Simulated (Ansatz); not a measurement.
## Geometry relaxation of Si₈C₇ (charge +1) (part 1 of 2)

Si₈C₇ (defect cell, 15 atoms in the cell, total charge +1), computed with DFT PBE, scalar-relativistic, plane waves, PAW, spin-polarised (Ansatz 0.2.0).

The structure derives from a Materials Project entry. It belongs to a series of runs on one base structure; here: C vacancy (site b), charge +1, atoms relaxed at the host's cell. Figures and captions count atoms from 1; the log counts them from 0 in places.

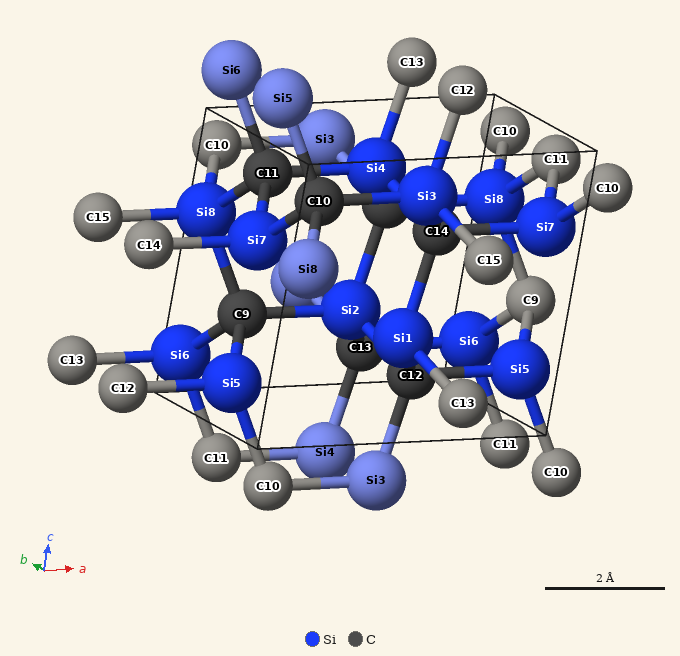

*The structure as given in the input (ball-and-stick view of the cell of the calculation, seen slightly off an axis; neighbours outside the cell are drawn fainter; atoms are numbered from 1 in the order of the input).*

Near neighbours in the crystal (not all of them lie inside the picture): Si has 3 C at 1.90 to 1.91 Å; Si has 4 C at 1.88 to 1.91 Å; C has 4 Si at 1.88 to 1.91 Å.

Input
```yaml
crystal:
  lattice:
    - [0.0, 0.0, -5.0742922873]
    - [3.0919365181, -5.3553911431, 0.0]
    - [-6.1838730361, 0.0, 0.0]
  atoms:
    - { symbol: Si, position: [0.5054851288, 0.1666666667, 0.3333333333], spin: 0.25 }
    - { symbol: Si, position: [0.5005144438, 0.6667510339, 0.3335020677] }
    - { symbol: Si, position: [0.5005144438, 0.1664979323, 0.8332489661] }
    - { symbol: Si, position: [0.5005144438, 0.6667510339, 0.8332489661] }
    - { symbol: Si, position: [-0.0005679528, 0.3336199103, 0.1663800897], spin: 0.25 }
    - { symbol: Si, position: [-0.0005679528, 0.8327601795, 0.1663800897], spin: 0.25 }
    - { symbol: Si, position: [-0.0005679528, 0.3336199103, 0.6672398205], spin: 0.25 }
    - { symbol: Si, position: [-0.0009096199, 0.8333333333, 0.6666666667] }
    - { symbol: C, position: [0.1250113824, 0.6681011863, 0.3362023725] }
    - { symbol: C, position: [0.1250113824, 0.1637976275, 0.8318988137] }
    - { symbol: C, position: [0.1250113824, 0.6681011863, 0.8318988137] }
    - { symbol: C, position: [0.6236624881, 0.3350948593, 0.1649051407] }
    - { symbol: C, position: [0.6236624881, 0.8298102815, 0.1649051407] }
    - { symbol: C, position: [0.6236624881, 0.3350948593, 0.6701897185] }
    - { symbol: C, position: [0.6249816994, 0.8333333333, 0.6666666667] }
  host:
    lattice:
      - [3.0919365181, 0.0, 0.0]
      - [-1.545968259, 2.6776955715, 0.0]
      - [0.0, 0.0, 5.0742922873]
    atoms:
      - { symbol: Si, position: [0.3333333333, 0.6666666667, 0.4995817071] }
      - { symbol: Si, position: [0.6666666667, 0.3333333333, 0.9995817071] }
      - { symbol: C, position: [0.3333333333, 0.6666666667, 0.8754182929] }
      - { symbol: C, position: [0.6666666667, 0.3333333333, 0.3754182929] }
total_charge: 1
basis:
  ecutwfc: 420
  xc_grid: 2
kpoints:
  mp_grid: { grid: [2, 2, 2], shift: [0.0, 0.0, 0.0] }
hamiltonian:
  xc: pbe
scf:
  occupations: { method: gaussian, width: 0.01 }
output:
  forces: true
  stress: false
  eigenvalues: true
  populations: true
  charged_corrections:
    defect_position: [0.12458171, 0.16666667, 0.33333333]
    epsilon: [[10.2149, 0.0, 0.0], [0.0, 10.2149, 0.0], [0.0, 0.0, 11.3839]]
  write_density: true
  write_potential: true
  elf: true
  volumetric_format: npy
magnetization:
  spin_polarized: true
relax:
  adjacent_minimum: "off"
  f_tol: 0.025
  max_steps: 45
```

Hardware: 4 threads of Intel Xeon Gold (Sapphire Rapids), 64 GiB of memory available, shared host.

Launch command:
```bash
ansatz run input.yaml --threads 4 --pin off --max-ram 8192MiB --backend cpu --events-out ev --progress --plain --runs-dir out
```

What the program printed
```
Engine: ansatz 0.2.0, x86_64-unknown-linux-gnu
Pseudopotentials: kind: paw
Pseudopotential: Si, paw, valence charge 4, recommended cutoff 420 eV (normal), Si.paw.azcp
Pseudopotential: C, paw, valence charge 4, recommended cutoff 420 eV (normal), C.paw.azcp
Functional definition: PBE
  parameter kappa = 0.804
  parameter beta = 0.06672455060314922
  exchange = pbe_x(kappa = kappa, mu = beta*pi^2/3)
  correlation = pbe_c(beta = beta)
Crystal: 15 atoms, lattice volume = 168.046 Å³
Basis set: ecut = 420 eV, 3299 PW (Γ), exchange–correlation on 72×90×90 points (8 copies of the dense FFT grid, shifted against one another)
Bands: 45, of which v1, the nominal top of the filled ones, is band 30 counted from 1 (29 counted from 0)
Symmetry: 6 space group operations
Space group: P3m1 (ITA 156), of the structure as read, at distance tolerance 5.5e-5 Å
Magnetic group: BNS 156.49 (UNI 1279), of the structure as read, at distance tolerance 5.5e-5 Å
k-points: 4 of 8
Non-local potential: Si, projectors of the file, l = 0: 2, l = 1: 2, l = 2: 2
Non-local potential: C, projectors of the file, l = 0: 2, l = 1: 2, l = 2: 1
PAW form: soft (Blöchl's): semilocal exchange-correlation on the pseudo side does not see the compensation charge
PAW one-centre angular grid: Si, 110 points (default); XC on 64 Gauss nodes
PAW one-centre angular grid: C, 110 points (default); XC on 64 Gauss nodes
Initial density: superposition of atomic densities (chi_scale 0.1, normalization cell)
Starting moments: Σ|m| = 1 μB on 4 of 15 sites
Initial wavefunctions: pseudopotential atomic-orbital guess
Functional: x = pbe(κ = 0.804, μ = 0.2195149727645171), c = pbe(β = 0.06672455060314922)
SCF iter   1: F=—  HF=-6867.907855 eV  |F-HF|=—  |Δ(HF+E_count)|=         —  Δρ=7.62e-2 (↑7.57e-2 ↓7.62e-2)  dr2=5.30e1  dr2_m=1.20e-2  M=0.750 μB ∫|m|=0.762 μB  β_m=0.30  ethr=3.10e-3  ⟨swp⟩=6.8  Hψ=1713  notcnv=0  defer=4
preconditioner: auto → Resta (q_TF=auto, 2.292 Å⁻¹)  ε∞=4.2  [insulator: Δε(μ)=0.048 eV  Ē_g=12.237 eV  σ=0.010 eV  W_gap=0.67  n_scr=26 (ndim 8)  ℏωp=22.0 eV  f_vac=0.000  D(μ)=19.28/eV (n_scr^D=276)  ε∞_Penn≈4.2]
spin=Collinear: Resta preconditioning applied to the charge; magnetization (m = ρ↑ − ρ↓) channel mixes plain (no charge-response kernel on spin).
SCF iter   2: F=—  HF=-6856.569704 eV  |F-HF|=—  |Δ(HF+E_count)|=    1.13e1  Δρ=4.03e-2 (↑4.02e-2 ↓4.03e-2)  dr2=1.51e1  dr2_m=8.12e-3  M=0.500 μB ∫|m|=0.531 μB  β_m=0.30  ethr=3.10e-3  ⟨swp⟩=3.0  Hψ=784  notcnv=0  defer=62
SCF iter   3: F=—  HF=-6852.464867 eV  |F-HF|=—  |Δ(HF+E_count)|=    4.10e0  Δρ=1.47e-2 (↑1.44e-2 ↓1.47e-2)  dr2=8.25e-1  dr2_m=7.39e-3  M=0.250 μB ∫|m|=0.317 μB  β_m=0.30  ethr=3.10e-3  ⟨swp⟩=3.4  Hψ=750  notcnv=0  defer=63
SCF iter   4: F=—  HF=-6852.346847 eV  |F-HF|=—  |Δ(HF+E_count)|=   1.18e-1  Δρ=4.54e-3 (↑4.14e-3 ↓4.54e-3)  dr2=7.85e-2  dr2_m=3.68e-3  M=0.250 μB ∫|m|=0.301 μB  β_m=0.30  ethr=1.40e-3  ⟨swp⟩=2.2  Hψ=484  notcnv=0  defer=58
SCF iter   5: F=—  HF=-6852.359157 eV  |F-HF|=—  |Δ(HF+E_count)|=   1.23e-2  Δρ=1.79e-3 (↑1.51e-3 ↓1.79e-3)  dr2=9.15e-3  dr2_m=1.92e-3  M=0.250 μB ∫|m|=0.290 μB  β_m=0.30  ethr=1.33e-4  ⟨swp⟩=3.1  Hψ=602  notcnv=0  defer=58
SCF iter   6: F=—  HF=-6852.362779 eV  |F-HF|=—  |Δ(HF+E_count)|=   3.62e-3  Δρ=9.00e-4 (↑8.84e-4 ↓9.00e-4)  dr2=9.87e-4  dr2_m=1.03e-3  M=0.250 μB ∫|m|=0.283 μB  β_m=0.30  ethr=1.55e-5  ⟨swp⟩=3.1  Hψ=605  notcnv=0  defer=58
SCF iter   7: F=—  HF=-6852.364156 eV  |F-HF|=—  |Δ(HF+E_count)|=   1.38e-3  Δρ=6.53e-4 (↑6.53e-4 ↓6.51e-4)  dr2=2.52e-4  dr2_m=5.65e-4  M=0.250 μB ∫|m|=0.278 μB  β_m=0.30  ethr=1.67e-6  ⟨swp⟩=2.1  Hψ=579  notcnv=0  defer=58
Mixer restart at iter 7: flushing history
spin-set hold released at iteration 7 (site moments contracting): the magnetisation degrees of freedom join the quasi-Newton model from the next iteration; the mixer history was flushed
SCF iter   8: F=—  HF=-6852.364775 eV  |F-HF|=—  |Δ(HF+E_count)|=   6.19e-4  Δρ=4.88e-4 (↑4.88e-4 ↓4.86e-4)  dr2=1.33e-4  dr2_m=3.17e-4  M=0.250 μB ∫|m|=0.276 μB  β_m=0.65  ethr=4.28e-7  ⟨swp⟩=2.9  Hψ=544  notcnv=0  defer=58
SCF iter   9: F=—  HF=-6852.365642 eV  |F-HF|=—  |Δ(HF+E_count)|=   8.67e-4  Δρ=8.21e-5 (↑7.37e-5 ↓8.21e-5)  dr2=3.75e-6  dr2_m=8.65e-6  M=0.250 μB ∫|m|=0.274 μB  β_m=0.77  ethr=2.25e-7  ⟨swp⟩=2.2  Hψ=633  notcnv=0  defer=58
SCF iter  10: F=—  HF=-6852.365661 eV  |F-HF|=—  |Δ(HF+E_count)|=   1.83e-5  Δρ=2.89e-5 (↑2.89e-5 ↓2.34e-5)  dr2=9.15e-7  dr2_m=9.08e-7  M=0.250 μB ∫|m|=0.275 μB  β_m=0.86  ethr=6.35e-9  ⟨swp⟩=19.5  Hψ=3446  notcnv=0
SCF iter  11: F=—  HF=-6852.365662 eV  |F-HF|=—  |Δ(HF+E_count)|=   1.72e-6  Δρ=3.13e-6 (↑3.06e-6 ↓3.13e-6)  dr2=1.10e-8  dr2_m=1.29e-8  M=0.250 μB ∫|m|=0.275 μB  β_m=0.92  ethr=1.55e-9  ⟨swp⟩=10.6  Hψ=2415  notcnv=0
SCF iter  12: F=-6852.365662 eV  HF=-6852.365662 eV  |F-HF|=3.68e-9  |Δ(HF+E_count)|=   4.78e-8  Δρ=1.00e-6 (↑9.95e-7 ↓1.00e-6)  dr2=6.49e-10  dr2_m=1.42e-9  M=0.250 μB ∫|m|=0.275 μB  ethr=1.87e-11  ⟨swp⟩=8.0  Hψ=1756  notcnv=0
SCF 1 converged in 12 iterations: F = -6852.365662 eV  dr2 = 6.49e-10
  greatest PAW one-centre occupation: 0.648 electrons in one spin orbital (limit 2), on the C atom at site 10 (counted from 0), in its partial waves of l = 0
relax step   1: F+E_penalty+E_count = -6852.36566243 eV  Δ(F+E_penalty+E_count) = +0.000e0 eV  max|allowed force component| = 7.539e-1 eV/Å  Δτ_max = 0.0000 Å  (12 SCF iters, dr2 threshold 1.56e-5 eV, accepted)
Initial density: handed on by an earlier stage of this run
Starting moments: Σ|m| = 1 μB on 4 of 15 sites; this step starts from the density that it was given
Initial wavefunctions: those handed on with the density
iter 1 solved again at ethr=3.73e-5 eV; its pass at ethr=3.10e-3 eV (dr2=2.20e-2 eV) is discarded
SCF iter   1: F=—  HF=-6852.449566 eV  |F-HF|=—  |Δ(HF+E_count)|=         —  Δρ=1.51e-3 (↑1.51e-3 ↓1.48e-3)  dr2=2.22e-2  dr2_m=3.87e-5  M=0.250 μB ∫|m|=0.274 μB  β_m=0.30  ethr=3.73e-5  ⟨swp⟩=2.0  Hψ=1240  notcnv=0  defer=63
preconditioner: auto → Resta (q_TF=auto, 2.292 Å⁻¹)  ε∞=4.9  [insulator: Δε(μ)=0.150 eV  Ē_g=11.201 eV  σ=0.010 eV  W_gap=0.67  n_scr=26 (ndim 8)  ℏωp=22.0 eV  f_vac=0.000  D(μ)=19.28/eV (n_scr^D=276)  ε∞_Penn≈4.9]
spin=Collinear: Resta preconditioning applied to the charge; magnetization (m = ρ↑ − ρ↓) channel mixes plain (no charge-response kernel on spin).
SCF iter   2: F=—  HF=-6852.446236 eV  |F-HF|=—  |Δ(HF+E_count)|=   3.33e-3  Δρ=1.04e-3 (↑1.04e-3 ↓1.02e-3)  dr2=1.02e-2  dr2_m=2.16e-5  M=0.250 μB ∫|m|=0.274 μB  β_m=0.60  ethr=3.73e-5  ⟨swp⟩=1.0  Hψ=297  notcnv=0  defer=63
SCF iter   3: F=—  HF=-6852.443640 eV  |F-HF|=—  |Δ(HF+E_count)|=   2.60e-3  Δρ=1.85e-4 (↑1.81e-4 ↓1.85e-4)  dr2=2.87e-4  dr2_m=9.71e-7  M=0.250 μB ∫|m|=0.274 μB  β_m=0.69  ethr=1.72e-5  ⟨swp⟩=3.0  Hψ=555  notcnv=0  defer=63
iter 4 did not close the SCF: its close was put off for a magnetic moment that had not settled (scf_convergence_deferred on its scf_iter line)
SCF iter   4: F=-6852.443580 eV  HF=-6852.443586 eV  |F-HF|=5.61e-6  |Δ(HF+E_count)|=   5.35e-5  Δρ=5.22e-5 (↑5.22e-5 ↓5.16e-5)  dr2=2.27e-5  dr2_m=6.81e-8  M=0.250 μB ∫|m|=0.274 μB  β_m=0.74  ethr=6.02e-8  ⟨swp⟩=16.9  Hψ=3305  notcnv=0
SCF iter   5: F=-6852.443586 eV  HF=-6852.443586 eV  |F-HF|=2.96e-7  |Δ(HF+E_count)|=   4.36e-7  Δρ=1.52e-5 (↑1.52e-5 ↓1.43e-5)  dr2=1.23e-6  dr2_m=6.14e-9  M=0.250 μB ∫|m|=0.274 μB  ethr=3.84e-8  ⟨swp⟩=9.6  Hψ=2579  notcnv=0
SCF 2 converged in 5 iterations: F = -6852.443586 eV  dr2 = 1.23e-6
relax step   2: F+E_penalty+E_count = -6852.44358590 eV  Δ(F+E_penalty+E_count) = -7.792e-2 eV  max|allowed force component| = 3.055e-1 eV/Å  Δτ_max = 0.0459 Å  (5 SCF iters, dr2 threshold 3.55e-5 eV, accepted)
SCF iter   1: F=—  HF=-6852.460033 eV  |F-HF|=—  |Δ(HF+E_count)|=         —  Δρ=1.01e-3 (↑9.87e-4 ↓1.01e-3)  dr2=1.03e-2  dr2_m=2.18e-6  M=0.250 μB ∫|m|=0.274 μB  β_m=0.30  ethr=3.74e-5  ⟨swp⟩=3.0  Hψ=833  notcnv=0  defer=68
preconditioner: auto → Resta (q_TF=auto, 2.292 Å⁻¹)  ε∞=4.9  [insulator: Δε(μ)=0.151 eV  Ē_g=11.208 eV  σ=0.010 eV  W_gap=0.67  n_scr=26 (ndim 8)  ℏωp=22.0 eV  f_vac=0.000  D(μ)=19.28/eV (n_scr^D=276)  ε∞_Penn≈4.9]
spin=Collinear: Resta preconditioning applied to the charge; magnetization (m = ρ↑ − ρ↓) channel mixes plain (no charge-response kernel on spin).
SCF iter   2: F=—  HF=-6852.457979 eV  |F-HF|=—  |Δ(HF+E_count)|=   2.05e-3  Δρ=6.75e-4 (↑6.59e-4 ↓6.75e-4)  dr2=4.34e-3  dr2_m=1.11e-6  M=0.250 μB ∫|m|=0.274 μB  β_m=0.58  ethr=1.74e-5  ⟨swp⟩=1.0  Hψ=424  notcnv=0  defer=68
SCF iter   3: F=—  HF=-6852.456563 eV  |F-HF|=—  |Δ(HF+E_count)|=   1.42e-3  Δρ=6.29e-5 (↑6.29e-5 ↓6.24e-5)  dr2=1.71e-5  dr2_m=3.09e-8  M=0.250 μB ∫|m|=0.274 μB  β_m=0.68  ethr=7.36e-6  ⟨swp⟩=3.0  Hψ=558  notcnv=0  defer=68
iter 4 did not close the SCF: its close was put off for a magnetic moment that had not settled (scf_convergence_deferred on its scf_iter line)
SCF iter   4: F=-6852.456563 eV  HF=-6852.456563 eV  |F-HF|=8.92e-8  |Δ(HF+E_count)|=   2.80e-7  Δρ=2.14e-5 (↑2.14e-5 ↓2.10e-5)  dr2=2.24e-6  dr2_m=5.11e-9  M=0.250 μB ∫|m|=0.274 μB  β_m=0.77  ethr=9.89e-9  ⟨swp⟩=16.6  Hψ=3022  notcnv=0
SCF iter   5: F=-6852.456563 eV  HF=-6852.456563 eV  |F-HF|=2.00e-8  |Δ(HF+E_count)|=   4.08e-7  Δρ=3.45e-6 (↑3.45e-6 ↓3.44e-6)  dr2=6.94e-8  dr2_m=4.17e-10  M=0.250 μB ∫|m|=0.274 μB  ethr=3.80e-9  ⟨swp⟩=7.5  Hψ=2161  notcnv=0
SCF 3 converged in 5 iterations: F = -6852.456563 eV  dr2 = 6.94e-8
relax step   3: F+E_penalty+E_count = -6852.45656310 eV  Δ(F+E_penalty+E_count) = -1.298e-2 eV  max|allowed force component| = 8.801e-2 eV/Å  Δτ_max = 0.0114 Å  (5 SCF iters, dr2 threshold 5.83e-6 eV, accepted)
SCF iter   1: F=—  HF=-6852.458536 eV  |F-HF|=—  |Δ(HF+E_count)|=         —  Δρ=3.88e-4 (↑3.81e-4 ↓3.88e-4)  dr2=1.26e-3  dr2_m=5.59e-7  M=0.250 μB ∫|m|=0.274 μB  β_m=0.30  ethr=3.84e-5  ⟨swp⟩=3.2  Hψ=736  notcnv=0  defer=68
preconditioner: auto → Resta (q_TF=auto, 2.292 Å⁻¹)  ε∞=4.9  [insulator: Δε(μ)=0.152 eV  Ē_g=11.210 eV  σ=0.010 eV  W_gap=0.67  n_scr=26 (ndim 8)  ℏωp=22.0 eV  f_vac=0.000  D(μ)=19.28/eV (n_scr^D=276)  ε∞_Penn≈4.9]
spin=Collinear: Resta preconditioning applied to the charge; magnetization (m = ρ↑ − ρ↓) channel mixes plain (no charge-response kernel on spin).
SCF iter   2: F=—  HF=-6852.458292 eV  |F-HF|=—  |Δ(HF+E_count)|=   2.44e-4  Δρ=2.66e-4 (↑2.61e-4 ↓2.66e-4)  dr2=5.71e-4  dr2_m=2.99e-7  M=0.250 μB ∫|m|=0.274 μB  β_m=0.61  ethr=2.13e-6  ⟨swp⟩=1.1  Hψ=425  notcnv=0  defer=68
SCF iter   3: F=—  HF=-6852.458149 eV  |F-HF|=—  |Δ(HF+E_count)|=   1.43e-4  Δρ=2.50e-5 (↑2.50e-5 ↓2.45e-5)  dr2=3.42e-6  dr2_m=1.05e-8  M=0.250 μB ∫|m|=0.274 μB  β_m=0.75  ethr=9.68e-7  ⟨swp⟩=2.0  Hψ=481  notcnv=0  defer=68
iter 4 did not close the SCF: its close was put off for a magnetic moment that had not settled (scf_convergence_deferred on its scf_iter line)
SCF iter   4: F=-6852.458149 eV  HF=-6852.458149 eV  |F-HF|=5.18e-8  |Δ(HF+E_count)|=   4.08e-8  Δρ=8.02e-6 (↑8.02e-6 ↓7.84e-6)  dr2=3.79e-7  dr2_m=1.80e-9  M=0.250 μB ∫|m|=0.274 μB  β_m=0.79  ethr=1.09e-9  ⟨swp⟩=15.0  Hψ=2832  notcnv=0
SCF iter   5: F=-6852.458149 eV  HF=-6852.458149 eV  |F-HF|=2.46e-10  |Δ(HF+E_count)|=   2.86e-8  Δρ=1.84e-6 (↑1.84e-6 ↓1.83e-6)  dr2=2.08e-8  dr2_m=2.43e-10  M=0.250 μB ∫|m|=0.274 μB  ethr=6.42e-10  ⟨swp⟩=6.0  Hψ=1981  notcnv=0
SCF 4 converged in 5 iterations: F = -6852.458149 eV  dr2 = 2.08e-8
relax step   4: F+E_penalty+E_count = -6852.45814891 eV  Δ(F+E_penalty+E_count) = -1.586e-3 eV  max|allowed force component| = 5.327e-2 eV/Å  Δτ_max = 0.0080 Å  (5 SCF iters, dr2 threshold 6.43e-7 eV, accepted)
SCF iter   1: F=—  HF=-6852.458661 eV  |F-HF|=—  |Δ(HF+E_count)|=         —  Δρ=2.58e-4 (↑2.58e-4 ↓2.46e-4)  dr2=5.27e-4  dr2_m=1.37e-6  M=0.250 μB ∫|m|=0.275 μB  β_m=0.30  ethr=3.23e-5  ⟨swp⟩=3.0  Hψ=825  notcnv=0  defer=68
preconditioner: auto → Resta (q_TF=auto, 2.292 Å⁻¹)  ε∞=4.9  [insulator: Δε(μ)=0.153 eV  Ē_g=11.213 eV  σ=0.010 eV  W_gap=0.67  n_scr=26 (ndim 8)  ℏωp=22.0 eV  f_vac=0.000  D(μ)=19.28/eV (n_scr^D=276)  ε∞_Penn≈4.9]
spin=Collinear: Resta preconditioning applied to the charge; magnetization (m = ρ↑ − ρ↓) channel mixes plain (no charge-response kernel on spin).
SCF iter   2: F=—  HF=-6852.458605 eV  |F-HF|=—  |Δ(HF+E_count)|=   5.58e-5  Δρ=1.82e-4 (↑1.82e-4 ↓1.73e-4)  dr2=2.34e-4  dr2_m=7.68e-7  M=0.250 μB ∫|m|=0.275 μB  β_m=0.61  ethr=8.94e-7  ⟨swp⟩=1.0  Hψ=424  notcnv=0  defer=68
SCF iter   3: F=—  HF=-6852.458575 eV  |F-HF|=—  |Δ(HF+E_count)|=   2.99e-5  Δρ=3.14e-5 (↑3.14e-5 ↓2.98e-5)  dr2=4.95e-6  dr2_m=3.80e-8  M=0.250 μB ∫|m|=0.274 μB  β_m=0.75  ethr=3.97e-7  ⟨swp⟩=2.2  Hψ=478  notcnv=0  defer=68
SCF iter   4: F=—  HF=-6852.458629 eV  |F-HF|=—  |Δ(HF+E_count)|=   5.36e-5  Δρ=6.65e-6 (↑6.65e-6 ↓5.81e-6)  dr2=3.27e-7  dr2_m=3.67e-9  M=0.250 μB ∫|m|=0.274 μB  β_m=0.78  ethr=8.39e-9  ⟨swp⟩=2.2  Hψ=496  notcnv=0  defer=68
iter 5 did not close the SCF: its close was put off for a magnetic moment that had not settled (scf_convergence_deferred on its scf_iter line)
SCF iter   5: F=-6852.458629 eV  HF=-6852.458629 eV  |F-HF|=5.69e-9  |Δ(HF+E_count)|=   3.08e-8  Δρ=1.81e-6 (↑1.81e-6 ↓1.60e-6)  dr2=1.55e-8  dr2_m=6.11e-10  M=0.250 μB ∫|m|=0.274 μB  β_m=0.88  ethr=1.69e-10  ⟨swp⟩=14.2  Hψ=2500  notcnv=0
iter 6 did not close the SCF: its close was put off for a magnetic moment that had not settled (scf_convergence_deferred on its scf_iter line)
SCF iter   6: F=-6852.458629 eV  HF=-6852.458629 eV  |F-HF|=5.26e-10  |Δ(HF+E_count)|=   8.98e-9  Δρ=4.37e-7 (↑3.89e-7 ↓4.37e-7)  dr2=9.49e-10  dr2_m=7.26e-11  M=0.250 μB ∫|m|=0.274 μB  β_m=0.94  ethr=2.62e-11  ⟨swp⟩=5.1  Hψ=1795  notcnv=0
SCF iter   7: F=-6852.458629 eV  HF=-6852.458629 eV  |F-HF|=1.27e-11  |Δ(HF+E_count)|=  9.03e-10  Δρ=1.41e-7 (↑1.26e-7 ↓1.41e-7)  dr2=9.76e-11  dr2_m=8.24e-12  M=0.250 μB ∫|m|=0.274 μB  ethr=1.61e-12  ⟨swp⟩=4.4  Hψ=1600  notcnv=0
SCF 5 converged in 7 iterations: F = -6852.458629 eV  dr2 = 9.76e-11
  greatest PAW one-centre occupation: 0.648 electrons in one spin orbital (limit 2), on the C atom at site 9 (counted from 0), in its partial waves of l = 0
relax step   5: F+E_penalty+E_count = -6852.45862882 eV  Δ(F+E_penalty+E_count) = -4.799e-4 eV  max|allowed force component| = 1.517e-2 eV/Å  Δτ_max = 0.0149 Å  (7 SCF iters, accepted)
```

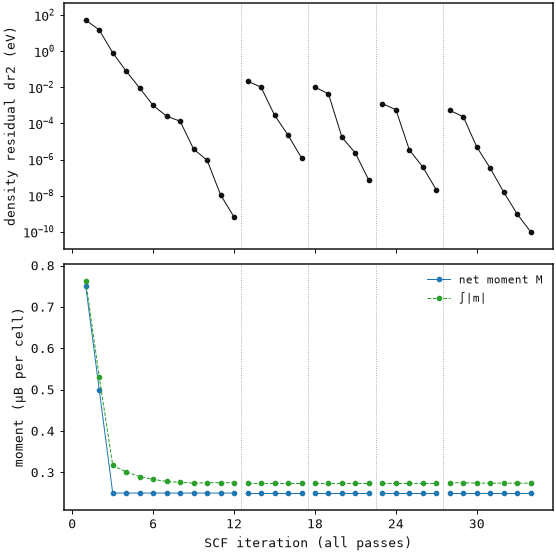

*Convergence of the self-consistent field: density residual dr2 and magnetic moment against the SCF iteration. The dotted lines part the SCF passes of the relaxation: geometry steps, rejected trials and re-solves on a re-selected basis.*

The 5 passes take 5 to 12 iterations each, 34 in all. The net moment goes from 0.8 to 0.2 μB per cell.

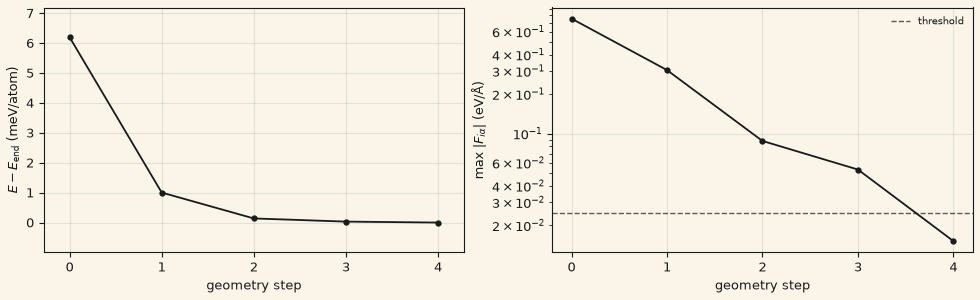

*Progress of the relaxation, step by step (the first geometry is step 0 here and step 1 in the log).*
